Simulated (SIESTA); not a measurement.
**A series of single points on Pt**

System: Pt (P6₃/mmc, 2 atoms in the cell).
Method: Kohn-Sham DFT of a periodic cell, LDA, PseudoDojo 0.4 standard, converted to PSML, no spin polarisation (SIESTA 5.4.2).

The 7 runs differ only in the geometry, by an even scaling of the cell at fixed fractional positions. The structure derives from a Materials Project entry.

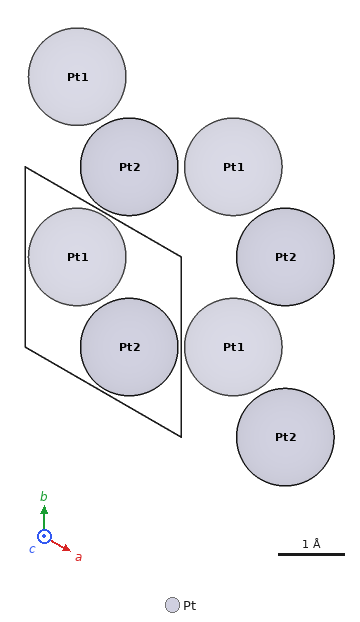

Figure 1. The structure of run 4 (spheres-only view of the cell of the calculation, repeated 2 × 2 × 1, along the c axis; atoms are numbered from 1 in the order of the input). An atom can appear more than once, as a periodic image.

## Input of run 4
```
SystemName                      Pt
SystemLabel                     Pt
NumberOfSpecies                 1
NumberOfAtoms                   2
%block ChemicalSpeciesLabel
  1  78 Pt
%endblock ChemicalSpeciesLabel

LatticeConstant                 1.0 Ang
%block LatticeVectors
     2.7606656158     0.0000000000     0.0000000000
    -1.3803328079     2.3908065546     0.0000000000
     0.0000000000     0.0000000000     4.7921340000
%endblock LatticeVectors
AtomicCoordinatesFormat         Fractional
%block AtomicCoordinatesAndAtomicSpecies
     0.3333333333     0.6666666667     0.2500000000  1  Pt
     0.6666666667     0.3333333333     0.7500000000  1  Pt
%endblock AtomicCoordinatesAndAtomicSpecies

%block kgrid.MonkhorstPack
   11   0   0  0.0
    0  11   0  0.0
    0   0   6  0.0
%endblock kgrid.MonkhorstPack
XC.Functional                   LDA
XC.Authors                      PW92
PAO.BasisSize                   DZP
PAO.EnergyShift                 0.003 Ry
Mesh.Cutoff                     800 Ry
OccupationFunction              FD
ElectronicTemperature           0.05 eV
MaxSCFIterations                120
SCF.MustConverge                false
SCF.Mixer.Method                Pulay
SCF.Mixer.Weight                0.25
SCF.Mixer.History               8
SCF.DM.Tolerance                5.0e-05
SCF.H.Tolerance                 1.0e-03 eV
WriteForces                     true
Charge.Mulliken                 end
%block PAO.Basis
  Pt 5
  n=5 0 2
    2.732 0.000
  n=6 0 2
    7.210 0.000
  n=5 1 2
    3.260 0.000
  n=6 1 1
    7.210
  n=5 2 2
    5.681 0.000
%endblock PAO.Basis
```

Command:
```bash
siesta < Pt.fdf > Pt.out 2>&1
```

Run 6 differs from it as follows:
```diff
-     2.7606656158     0.0000000000     0.0000000000
-    -1.3803328079     2.3908065546     0.0000000000
-     0.0000000000     0.0000000000     4.7921340000
+     2.7969943295     0.0000000000     0.0000000000
+    -1.3984971647     2.4222681435     0.0000000000
+     0.0000000000     0.0000000000     4.8551956265
```

## Results, with one run withheld

| run | volume per atom (Å³) | free energy per atom, from the lowest run given (meV) | pressure (GPa) |
| --- | --- | --- | --- |
| 1 | 14.866 | 0.43 | 3.52 |
| 2 | 15.182 | 0.00 | −2.89 |
| 3 | 15.498 | 11.49 | −8.60 |
| 4 | 15.815 | 33.49 | −13.59 |
| 5 | 16.131 | 64.68 | −17.88 |
| 6 | 16.447 | ? | ? |
| 7 | 16.763 | 149.45 | −24.74 |

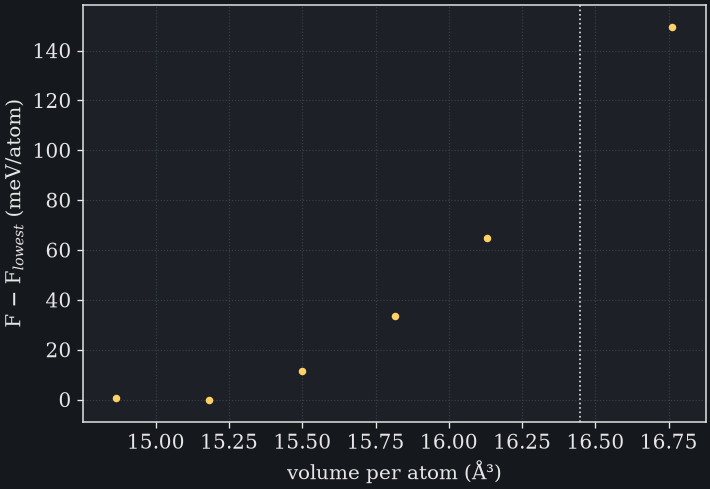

Figure 2. Free energy per atom of the runs given; the dotted line marks run 6.

What should run 6 give?

A cubic polynomial in V^(−2/3) (the Birch–Murnaghan form), fitted to the 6 runs given, misses them by at most 0.06 meV per atom. With x = V^(−2/3) − 0.15957 Å⁻², it reads F = 23.554 − 10739 x + 1.1292e+06 x² + 5.6404e+06 x³ (meV per atom). At run 6 it gives 103.62 meV per atom, and the run itself gives 103.70. The slope of the fit gives a pressure −dF/dV of −21.59 GPa there, and the run prints −21.54 GPa. The fit has its minimum at 15.034 Å³ per atom, where V d²F/dV² gives 308 GPa. Cell shape and fractional positions are held, so this is the stiffness under even scaling; the relaxed bulk modulus wasn't computed.

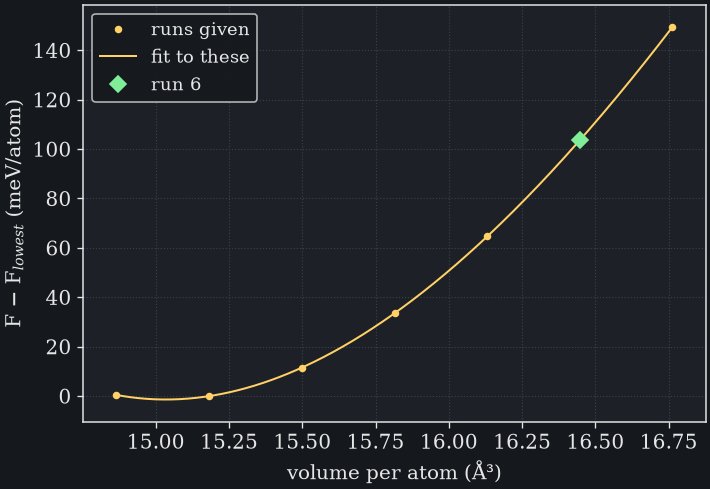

Figure 3. The fit and the withheld run.

## Some lines of the output (run 6)
```
[...]
outcell: Cell volume (Ang**3)        :     32.8943
stepf: Fermi-Dirac step function
siesta: Etot    =     -7108.338735
siesta: FreeEng =     -7108.375250
        iscf     Eharris(eV)        E_KS(eV)     FreeEng(eV)     dDmax    Ef(eV) dHmax(eV)
siesta: E_KS(eV) =            -7111.0742
siesta: E_KS - E_eggbox =     -7111.0742
siesta: Etot    =     -7111.074210
siesta: FreeEng =     -7111.114357
siesta:         Fermi =      -3.949357
siesta: Cell volume =         32.894292 Ang**3
    Orbital volume contribution        =           1.800899 eV
```

Notes: Points of doubt noted for this run: mulliken charges of long orbitals. Spin–orbit coupling is left out, which matters for Pt. With a small basis of atomic orbitals these values can differ much from converged plane-wave results.
